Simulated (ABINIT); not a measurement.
**Single-point calculation, with input and output: KCl**

The run: single-point calculation of KCl (2 atoms in the cell). Method and program: Kohn-Sham DFT of a periodic cell, PBEsol, PseudoDojo NC SR PBEsol v0.4 stringent, no spin polarisation (ABINIT 10.8.3).

The structure derives from a Materials Project entry.

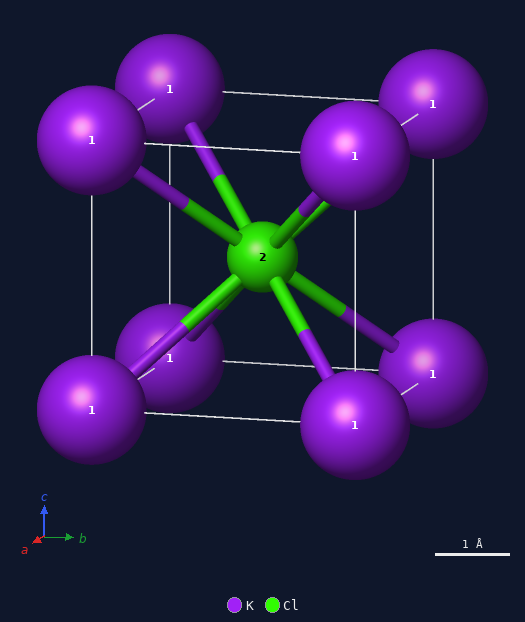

The input geometry (ball-and-stick view of the cell of the calculation, seen slightly off an axis; atoms are numbered from 1 in the order of the input). Near neighbours in the crystal (not all of them lie inside the picture): K has 8 Cl at 3.24 Å; Cl has 8 K at 3.24 Å.

Input file
```
# Pseudopotentials
pp_dirpath "./"
pseudos "K.upf, Cl.upf"

# Structure
acell 3*1.0
rprim
     7.0627160864     0.0000000000     0.0000000000
     0.0000000000     7.0627160864     0.0000000000
     0.0000000000     0.0000000000     7.0627160864
ntypat 2
znucl 19 17
natom 2
typat 1 2
xred
     0.0000000000     0.0000000000     0.0000000000
     0.5000000000     0.5000000000     0.5000000000
chkprim 0
chksymtnons 0
tolsym 1.0e-6

# Plane-wave basis
ecut 37.0

# k points
kptopt 1
ngkpt 5 5 5
nshiftk 1
shiftk 0.0 0.0 0.0

# Exchange and correlation
ixc -116133

# Bands and occupations
nband 12
occopt 3
tsmear 0.05 eV

# SCF cycle
nstep 100
tolvrs 1.0e-10

# Output
iomode 3
prtwf 0
prtden 0
prteig 0
prtebands 0
enunit 1
prtvol 2
```

Command:
```bash
abinit run.abi > log 2>&1
```

What the program printed
```
.Version 10.8.3 of ABINIT
 Symmetries : space group Pm -3 m (#221); Bravais cP (primitive cubic)
================================================================================
 Values of the parameters that define the memory need of the present run
     intxc =       0    ionmov =       0      iscf =       7    lmnmax =       6
     lnmax =       6     mgfft =      40  mpssoang =       3    mqgrid =    3001
     natom =       2  nloc_mem =       1    nspden =       1   nspinor =       1
    nsppol =       1      nsym =      48    n1xccc =    2501    ntypat =       2
    occopt =       3   xclevel =       2
       mpw =        3811          nfft =       64000          nkpt =          10
================================================================================
================================================================================

--------------------------------------------------------------------------------
------------- Echo of variables that govern the present computation ------------
--------------------------------------------------------------------------------
 -outvars: echo values of preprocessed input variables --------
            acell      1.0000000000E+00  1.0000000000E+00  1.0000000000E+00 Bohr
              amu      3.90983000E+01  3.54527000E+01
          chkprim           0
      chksymtnons           0
             ecut      3.70000000E+01 Hartree
           enunit           1
              ixc     -116133
         kptrlatt        5    0    0      0    5    0      0    0    5
          kptrlen      3.53135804E+01
            natom           2
            nband          12
            ngfft          40      40      40
             nkpt          10
            nstep         100
             nsym          48
           ntypat           2
           occopt           3
           prtden           0
        prtebands           0
           prteig           0
           prtvol           2
            prtwf           0
            rprim      7.0627160864E+00  0.0000000000E+00  0.0000000000E+00
                       0.0000000000E+00  7.0627160864E+00  0.0000000000E+00
                       0.0000000000E+00  0.0000000000E+00  7.0627160864E+00
          spgroup         221
           tolsym      1.00000000E-06
           tolvrs      1.00000000E-10
           tsmear      1.83746611E-03 Hartree
            typat      1  2
           xangst      0.0000000000E+00  0.0000000000E+00  0.0000000000E+00
                       1.8687141987E+00  1.8687141987E+00  1.8687141987E+00
            xcart      0.0000000000E+00  0.0000000000E+00  0.0000000000E+00
                       3.5313580432E+00  3.5313580432E+00  3.5313580432E+00
             xred      0.0000000000E+00  0.0000000000E+00  0.0000000000E+00
                       5.0000000000E-01  5.0000000000E-01  5.0000000000E-01
            znucl       19.00000   17.00000

================================================================================

 chkinp: Checking input parameters for consistency.

================================================================================
== DATASET  1 ==================================================================

--- !DatasetInfo
iteration_state: {dtset: 1, }
dimensions: {natom: 2, nkpt: 10, mband: 12, nsppol: 1, nspinor: 1, nspden: 1, mpw: 3811, }
cutoff_energies: {ecut:  37.0, pawecutdg:  -1.0, }
electrons: {nelect:   1.60000000E+01, charge:   0.00000000E+00, occopt:   3.00000000E+00, tsmear:   1.83746611E-03, }
meta: {optdriver: 0, ionmov: 0, optcell: 0, iscf: 7, paral_kgb: 0, }
...

 Real(R)+Recip(G) space primitive vectors, cartesian coordinates (Bohr,Bohr^-1):
 R(1)=  7.0627161  0.0000000  0.0000000  G(1)=  0.1415886  0.0000000  0.0000000
 R(2)=  0.0000000  7.0627161  0.0000000  G(2)=  0.0000000  0.1415886  0.0000000
 R(3)=  0.0000000  0.0000000  7.0627161  G(3)=  0.0000000  0.0000000  0.1415886
 Unit cell volume ucvol=  3.5230211E+02 bohr^3
 Angles (23,13,12)=  9.00000000E+01  9.00000000E+01  9.00000000E+01 degrees

 getcut: wavevector=  0.0000  0.0000  0.0000  ngfft=  40  40  40
         ecut(hartree)=     37.000   => boxcut(ratio)=   2.06834

--- Pseudopotential description ------------------------------------------------
- pspini: atom type   1  psp file is ./K.upf
12 -116133 2 -1 2250                          pspcod,pspxc,lmax,lloc,mmax
     nproj     2     2     2

- pspini: atom type   2  psp file is ./Cl.upf
12 -116133 2 -1 1028                          pspcod,pspxc,lmax,lloc,mmax
     nproj     2     2     2

   2.76483976E+02                                ecore*ucvol(ha*bohr**3)
--------------------------------------------------------------------------------

================================================================================

--- !BeginCycle
iteration_state: {dtset: 1, }
solver: {iscf: 7, nstep: 100, nline: 4, wfoptalg: 0, }
tolerances: {tolvrs: 1.00E-10, }
...

     iter   Etot(hartree)      deltaE(h)  residm     vres2
 ETOT  1  -46.470189183228    -4.647E+01 4.399E-02 1.009E+02
 ETOT  2  -46.494011647221    -2.382E-02 2.066E-03 4.581E+00
 ETOT  3  -46.494881057902    -8.694E-04 1.403E-03 6.753E-01
 ETOT  4  -46.494935256900    -5.420E-05 3.860E-04 8.030E-03
 ETOT  5  -46.494935639073    -3.822E-07 5.339E-04 1.408E-04
 ETOT  6  -46.494935645663    -6.589E-09 1.982E-04 8.701E-06
 ETOT  7  -46.494935646023    -3.599E-10 3.771E-04 1.891E-07
 ETOT  8  -46.494935646044    -2.105E-11 1.241E-04 2.607E-09
 ETOT  9  -46.494935646044    -5.116E-13 2.313E-04 3.190E-11

 At SCF step    9       vres2   =  3.19E-11 < tolvrs=  1.00E-10 =>converged.

 Cartesian components of stress tensor (hartree/bohr^3)
  sigma(1 1)=  1.47904755E-07  sigma(3 2)=  0.00000000E+00
  sigma(2 2)=  1.47904755E-07  sigma(3 1)=  0.00000000E+00
  sigma(3 3)=  1.47904755E-07  sigma(2 1)=  0.00000000E+00

--- !ResultsGS
iteration_state: {dtset: 1, }
comment   : Summary of ground state results
lattice_vectors:
- [  7.0627161,   0.0000000,   0.0000000, ]
- [  0.0000000,   7.0627161,   0.0000000, ]
- [  0.0000000,   0.0000000,   7.0627161, ]
lattice_lengths: [   7.06272,    7.06272,    7.06272, ]
lattice_angles: [ 90.000,  90.000,  90.000, ] # degrees, (23, 13, 12)
lattice_volume:   3.5230211E+02
convergence: {deltae: -5.116E-13, res2:  3.190E-11, residm:  2.313E-04, diffor: null, }
etotal    :  -4.64949356E+01
entropy   :   0.00000000E+00
fermie    :   1.21979223E-01
cartesian_stress_tensor: # hartree/bohr^3
- [  1.47904755E-07,   0.00000000E+00,   0.00000000E+00, ]
- [  0.00000000E+00,   1.47904755E-07,   0.00000000E+00, ]
- [  0.00000000E+00,   0.00000000E+00,   1.47904755E-07, ]
pressure_GPa:  -4.3515E-03
xred      :
- [  0.0000E+00,   0.0000E+00,   0.0000E+00,  K]
- [  5.0000E-01,   5.0000E-01,   5.0000E-01, Cl]
cartesian_forces: # hartree/bohr
- [ -0.00000000E+00,  -0.00000000E+00,  -0.00000000E+00, ]
- [ -0.00000000E+00,  -0.00000000E+00,  -0.00000000E+00, ]
force_length_stats: {min:   0.00000000E+00, max:   0.00000000E+00, mean:   0.00000000E+00, }
...

 Integrated electronic density in atomic spheres:
 ------------------------------------------------
 Atom  Sphere_radius  Integrated_density
    1        2.00000          6.91219317
    2        2.00000          5.04572862
================================================================================

 ----iterations are completed or convergence reached----

 Mean square residual over all n,k,spin=   40.220E-07; max=  23.133E-05
   0.0000  0.0000  0.0000    1  5.42725E-10 kpt; spin; max resid(k); each band:
  9.37E-15 9.92E-16 3.19E-15 2.15E-15 2.13E-15 1.49E-15 1.43E-15 1.44E-15
  1.64E-13 1.15E-12 3.68E-12 5.43E-10
   0.2000  0.0000  0.0000    1  1.31921E-05 kpt; spin; max resid(k); each band:
  8.91E-15 3.24E-15 2.35E-15 2.24E-15 4.11E-15 2.11E-15 1.28E-15 1.52E-15
  6.90E-13 1.85E-12 4.13E-12 1.32E-05
   0.4000  0.0000  0.0000    1  2.52756E-05 kpt; spin; max resid(k); each band:
  7.85E-15 6.67E-15 1.44E-15 1.15E-15 8.09E-15 2.42E-15 3.80E-16 7.30E-16
  3.73E-11 1.26E-10 4.12E-09 2.53E-05
   0.2000  0.2000  0.0000    1  2.31329E-04 kpt; spin; max resid(k); each band:
  8.19E-15 3.78E-15 2.91E-15 1.93E-15 3.74E-15 3.97E-15 2.48E-15 7.73E-16
  2.92E-12 1.21E-11 3.31E-11 2.31E-04
   0.4000  0.2000  0.0000    1  5.66428E-05 kpt; spin; max resid(k); each band:
  7.15E-15 5.61E-15 3.38E-15 1.42E-15 5.72E-15 2.49E-15 1.60E-15 2.73E-15
  1.08E-11 1.11E-10 3.34E-08 5.66E-05
   0.4000  0.4000  0.0000    1  3.53355E-07 kpt; spin; max resid(k); each band:
  5.43E-15 3.15E-15 3.64E-15 4.51E-15 1.22E-15 3.62E-15 3.97E-15 5.15E-16
  1.96E-13 1.76E-11 2.51E-08 3.53E-07
   0.2000  0.2000  0.2000    1  9.85740E-05 kpt; spin; max resid(k); each band:
  7.88E-15 3.75E-15 2.98E-15 2.93E-15 3.93E-15 3.69E-15 2.11E-15 1.44E-15
  6.68E-11 9.97E-11 4.70E-09 9.86E-05
   0.4000  0.2000  0.2000    1  2.84727E-05 kpt; spin; max resid(k); each band:
  7.03E-15 5.08E-15 3.60E-15 3.17E-15 4.76E-15 4.18E-15 1.02E-15 3.08E-15
  8.35E-11 1.01E-09 2.08E-08 2.85E-05
   0.4000  0.4000  0.2000    1  1.58073E-08 kpt; spin; max resid(k); each band:
  5.39E-15 2.60E-15 4.84E-15 5.90E-15 2.56E-15 3.21E-15 3.98E-15 1.12E-15
  5.78E-12 1.28E-09 1.56E-08 1.58E-08
   0.4000  0.4000  0.4000    1  2.86699E-05 kpt; spin; max resid(k); each band:
  3.77E-15 1.06E-15 8.30E-15 8.26E-15 7.76E-15 9.87E-16 8.94E-16 2.32E-15
  2.64E-09 7.52E-09 3.10E-09 2.87E-05
 reduced coordinates (array xred) for    2 atoms
       0.000000000000      0.000000000000      0.000000000000
       0.500000000000      0.500000000000      0.500000000000
 rms dE/dt=  0.0000E+00; max dE/dt=  0.0000E+00; dE/dt below (all hartree)
    1       0.000000000000      0.000000000000      0.000000000000
    2       0.000000000000      0.000000000000      0.000000000000

 cartesian coordinates (angstrom) at end:
    1      0.00000000000000     0.00000000000000     0.00000000000000
    2      1.86871419873269     1.86871419873269     1.86871419873269

 cartesian forces (hartree/bohr) at end:
    1     -0.00000000000000    -0.00000000000000    -0.00000000000000
    2     -0.00000000000000    -0.00000000000000    -0.00000000000000
 frms,max,avg= 0.0000000E+00 0.0000000E+00   0.000E+00  0.000E+00  0.000E+00 h/b

 cartesian forces (eV/Angstrom) at end:
    1     -0.00000000000000    -0.00000000000000    -0.00000000000000
    2     -0.00000000000000    -0.00000000000000    -0.00000000000000
 frms,max,avg= 0.0000000E+00 0.0000000E+00   0.000E+00  0.000E+00  0.000E+00 e/A
 length scales=  1.000000000000  1.000000000000  1.000000000000 bohr
              =  0.529177210544  0.529177210544  0.529177210544 angstroms
 Fermi (or HOMO) energy (eV) =   3.31922   Average Vxc (eV)=  -8.76091
 Eigenvalues (   eV  ) for nkpt=  10  k points:
 kpt#   1, nband= 12, wtk=  0.00800, kpt=  0.0000  0.0000  0.0000 (reduced coord)
 -26.31039  -11.25976   -9.74461   -9.74461   -9.74461    1.22616    1.22616    1.22616
   6.40967    7.79599    7.79599   12.19573
 kpt#   2, nband= 12, wtk=  0.04800, kpt=  0.2000  0.0000  0.0000 (reduced coord)
 -26.30076  -11.32254   -9.72991   -9.72991   -9.69865    0.47967    1.21588    1.21588
   7.30515    8.14367    8.66820   12.07786
 kpt#   3, nband= 12, wtk=  0.04800, kpt=  0.4000  0.0000  0.0000 (reduced coord)
 -26.28509  -11.43056   -9.70594   -9.70594   -9.60661   -0.44199    1.19724    1.19724
   8.91615    9.03239    9.94684   11.78925
 kpt#   4, nband= 12, wtk=  0.09600, kpt=  0.2000  0.2000  0.0000 (reduced coord)
 -26.29142  -11.30737   -9.84798   -9.71651   -9.62898    0.42109    0.74848    1.23776
   7.92205    8.57812    9.22323   11.45751
 kpt#   5, nband= 12, wtk=  0.19200, kpt=  0.4000  0.2000  0.0000 (reduced coord)
 -26.27623  -11.30575   -9.84869   -9.69469   -9.67642   -0.23861    0.75070    1.27226
   8.71897    9.07911   10.33730   11.21664
 kpt#   6, nband= 12, wtk=  0.09600, kpt=  0.4000  0.4000  0.0000 (reduced coord)
 -26.26184  -11.05742  -10.01247   -9.89714   -9.67639    0.07287    0.18611    1.40011
   7.84887    8.83209   10.48428   10.72572
 kpt#   7, nband= 12, wtk=  0.06400, kpt=  0.2000  0.2000  0.2000 (reduced coord)
 -26.28233  -11.25798   -9.82931   -9.82931   -9.61573    0.50817    0.72944    0.72944
   8.58658    9.32766    9.32766   11.25412
 kpt#   8, nband= 12, wtk=  0.19200, kpt=  0.4000  0.2000  0.2000 (reduced coord)
 -26.26755  -11.19327   -9.86211   -9.79878   -9.72189   -0.10605    0.69586    0.84988
   9.21919    9.46894    9.86377   11.13954
 kpt#   9, nband= 12, wtk=  0.19200, kpt=  0.4000  0.4000  0.2000 (reduced coord)
 -26.25345  -10.97507   -9.98724   -9.90809   -9.78077    0.07375    0.12638    0.82322
   8.52148    9.76018   10.29064   10.43582
 kpt#  10, nband= 12, wtk=  0.06400, kpt=  0.4000  0.4000  0.4000 (reduced coord)
 -26.23980  -10.82667   -9.94580   -9.94580   -9.93646    0.02669    0.02669    0.10557
   9.66024   10.13395   10.13395   11.36475
 Total charge density [el/Bohr^3]
)     Maximum=    5.5638E-01  at reduced coord.    0.9250    0.9250    0.9500
)Next maximum=    5.5638E-01  at reduced coord.    0.0750    0.9250    0.9500
)     Minimum=    2.2876E-03  at reduced coord.    0.5000    0.0000    0.0000
)Next minimum=    2.2876E-03  at reduced coord.    0.0000    0.5000    0.0000
   Integrated=    1.6000E+01

--- !EnergyTerms
iteration_state     : {dtset: 1, }
comment             : Components of total free energy in Hartree
kinetic             :  1.58767338403754E+01
hartree             :  8.26989822543043E+00
xc                  : -1.08210502799330E+01
Ewald energy        : -3.32657152579621E+01
psp_core            :  7.84792276529303E-01
local_psp           : -3.38361192359110E+01
non_local_psp       :  6.49652478542676E+00
internal            : -4.64949356460442E+01
'-kT*entropy'       :  1.25294605474896E-15
total_energy        : -4.64949356460442E+01
total_energy_eV     : -1.26519165234654E+03
band_energy         : -4.79478037310515E+00
...

 Cartesian components of stress tensor (hartree/bohr^3)
  sigma(1 1)=  1.47904755E-07  sigma(3 2)=  0.00000000E+00
  sigma(2 2)=  1.47904755E-07  sigma(3 1)=  0.00000000E+00
  sigma(3 3)=  1.47904755E-07  sigma(2 1)=  0.00000000E+00

-Cartesian components of stress tensor (GPa)         [Pressure= -4.3515E-03 GPa]
- sigma(1 1)=  4.35150812E-03  sigma(3 2)=  0.00000000E+00
- sigma(2 2)=  4.35150812E-03  sigma(3 1)=  0.00000000E+00
- sigma(3 3)=  4.35150812E-03  sigma(2 1)=  0.00000000E+00

== END DATASET(S) ==============================================================
================================================================================

 -outvars: echo values of variables after computation  --------
            acell      1.0000000000E+00  1.0000000000E+00  1.0000000000E+00 Bohr
           etotal     -4.6494935646E+01
            fcart     -0.0000000000E+00 -0.0000000000E+00 -0.0000000000E+00
                      -0.0000000000E+00 -0.0000000000E+00 -0.0000000000E+00
            rprim      7.0627160864E+00  0.0000000000E+00  0.0000000000E+00
                       0.0000000000E+00  7.0627160864E+00  0.0000000000E+00
                       0.0000000000E+00  0.0000000000E+00  7.0627160864E+00
           strten      1.4790475489E-07  1.4790475489E-07  1.4790475489E-07
                       0.0000000000E+00  0.0000000000E+00  0.0000000000E+00
           xangst      0.0000000000E+00  0.0000000000E+00  0.0000000000E+00
                       1.8687141987E+00  1.8687141987E+00  1.8687141987E+00
             xred      0.0000000000E+00  0.0000000000E+00  0.0000000000E+00
                       5.0000000000E-01  5.0000000000E-01  5.0000000000E-01
 Calculation completed.
```

Key numbers

| quantity | value |
| --- | --- |
| outcome | converged |
| space group (tolerance 0.01 Å) | Pm-3m (221) |
| electrons treated | 16 |
| free energy | −1265.1917 eV |
| Fermi energy | 3.319 eV |
| gap on the k-point mesh | 5.01 eV |
| pressure | 0.00 GPa |
| largest force (length of the vector) | under 0.001 eV/Å |
| hardware | 1 thread of AMD EPYC (Zen 3), 192 GiB of memory available, shared host |
| wall time | 15 s |
| peak memory | 0.07 GiB |
